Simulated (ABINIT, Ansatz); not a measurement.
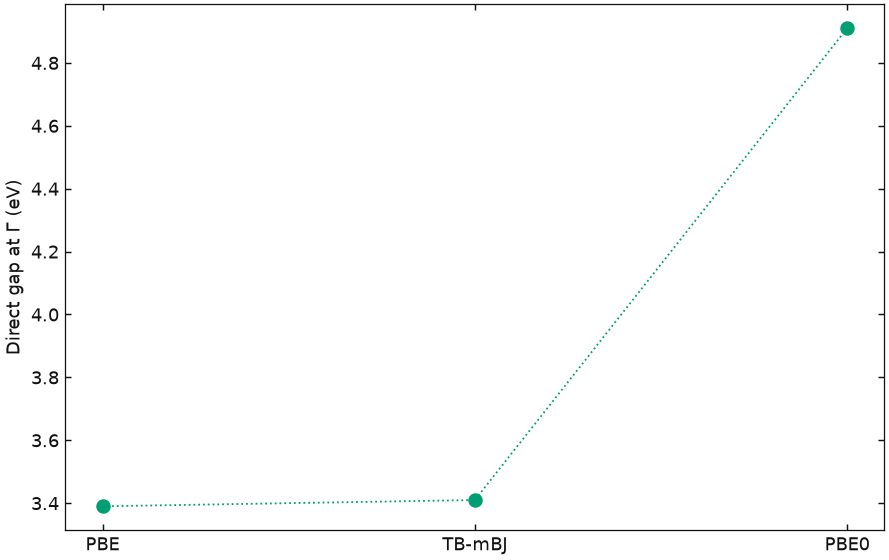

Direct gap at Γ, by several methods on one cell of WS₂, space group R3m (No. 160), 3 atoms in the primitive cell; a = 3.158 Å, c = 18.490 Å (hexagonal axes). All runs are without spin-orbit coupling and carry no moments. The cell is at 5 GPa in PBE. The smallest gap is indirect or lies off these points.

| method | program | Γ (eV) |
| --- | --- | --- |
| PBE | Ansatz LAPW | 3.39 |
| TB-mBJ | ABINIT | 3.41 |
| PBE0 | Ansatz | 4.91 |

### One method is left out: HSE06. Predict its row. It was run as: HSE06, Ansatz PAW, 8×8×8 k mesh, 420 eV cutoff, Fermi-Dirac smearing of 0.05 eV (Ansatz 0.2.0).

HSE06 screens off the long-range part of PBE0's exact exchange, so it lies between PBE and PBE0, here 0.72 eV under PBE0 at Γ. HSE06 gives 4.19 eV at Γ, which is +0.80 eV from PBE at Γ.

### How do the methods rank at Γ?

From low to high: PBE 3.39, TB-mBJ 3.41, HSE06 4.19, PBE0 4.91 eV. Too close to rank are PBE against TB-mBJ (different programs, potentials, meshes and cutoffs).

Settings. PBE: all-electron LAPW, 10×10×10 k mesh, Fermi-Dirac smearing of 0.05 eV (Ansatz 0.2.0). TB-mBJ: JTH PAW LDA v2.0, 7×7×7 k mesh, 653 eV cutoff, Fermi-Dirac smearing of 0.05 eV (ABINIT). PBE0: Ansatz PAW, 6×6×6 k mesh, 420 eV cutoff, Fermi-Dirac smearing of 0.05 eV (Ansatz).

These are four of the 8 methods that were run on this cell. The runs come from different programs and meshes, which adds differences of its own. Spin-orbit coupling is left out, which matters for W. TB-mBJ, HSE06 and PBE0: the PAW data sets were made with another functional. LDA, GGA and most meta-GGA functionals understate gaps. TB-mBJ: the constant c of TB-mBJ comes from the pseudo density here, which moves gaps by up to 0.3 eV between sets of potentials. PBE0: the k mesh is thin for exact exchange. Over all k points computed the smallest gap is 1.07 eV in PBE (mesh alone), 1.38 eV in TB-mBJ (mesh alone), 1.54 eV in HSE06 and 2.20 eV in PBE0 (mesh alone).
